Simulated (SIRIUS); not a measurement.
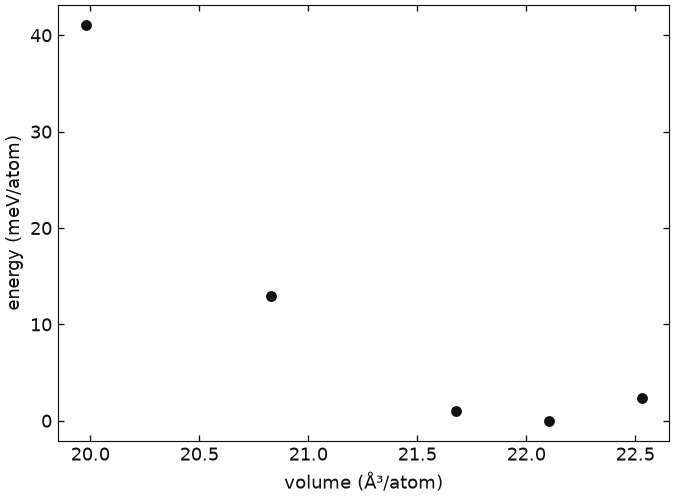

The picture above shows the energy against volume for BeTe, space group F-43m (No. 216).

Cell as given: a = 3.917 Å, b = 3.917 Å, c = 3.917 Å, α = 60.00°, β = 60.00°, γ = 60.00°; 2 atoms.

Computed with SIRIUS 7.12.0: all-electron LAPW DFT, no spin polarisation; energies at scaled volumes of the given cell, shape and fractions fixed, counted from the fit's minimum, third-order Birch-Murnaghan fit. Level: PBEsol.

| setting | value |
| --- | --- |
| k mesh | 8×8×8 |
| occupations | Fermi–Dirac |
| smearing width | 0.05 eV |
| potentials | all electron FP LAPW |
| program settings | basis apw+lo standard, gk cutoff 3.49 1/bohr, pw cutoff 20 1/bohr |

The points at volume 20.40 Å³/atom and 21.25 Å³/atom are left out of the plot. What values does the calculation give there?

```tsv
volume (Å³/atom)	energy (meV/atom)
20.40	24.70
21.25	5.09
```
